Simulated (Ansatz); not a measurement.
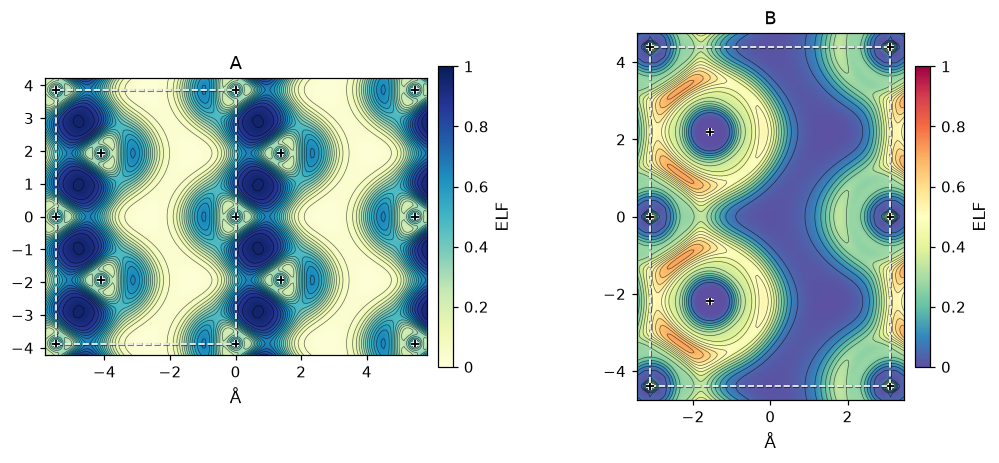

The electron localisation function of 2 systems, each on a plane through atoms (crosses mark nuclei in the plane).

All numbers below come from Ansatz, DFT PBE, scalar-relativistic, plane waves, PAW.

System 1: Si, the (110) plane of the conventional cell. Space group Fd-3m.

```cif
data_structure
_symmetry_space_group_name_H-M 'P 1'
_symmetry_Int_Tables_number 1
_cell_length_a 5.4697
_cell_length_b 5.4697
_cell_length_c 5.4697
_cell_angle_alpha 90.000
_cell_angle_beta 90.000
_cell_angle_gamma 90.000
_cell_volume 163.64
loop_
_atom_site_label
_atom_site_type_symbol
_atom_site_fract_x
_atom_site_fract_y
_atom_site_fract_z
_atom_site_occupancy
Si1 Si 0.25000 0.25000 0.25000 1
Si2 Si 0.75000 0.75000 0.25000 1
Si3 Si 0.75000 0.25000 0.75000 1
Si4 Si 0.25000 0.75000 0.75000 1
Si5 Si 0.00000 0.00000 0.00000 1
Si6 Si 0.50000 0.50000 0.00000 1
Si7 Si 0.50000 0.00000 0.50000 1
Si8 Si 0.00000 0.50000 0.50000 1
```

System 2: GaSb, the (101) plane of the conventional cell. Space group F-43m.

Question: Which map belongs to which system?

Answer: Panel A is system 1, Si: the plane holds Si. Si–Si (2.37 Å): the ELF peaks at about 0.95 between the atoms: localised, covalent bonding. Panel B is system 2, GaSb: the plane holds Ga and Sb. Ga–Sb (2.69 Å): the ELF peaks at about 0.70 between the atoms.
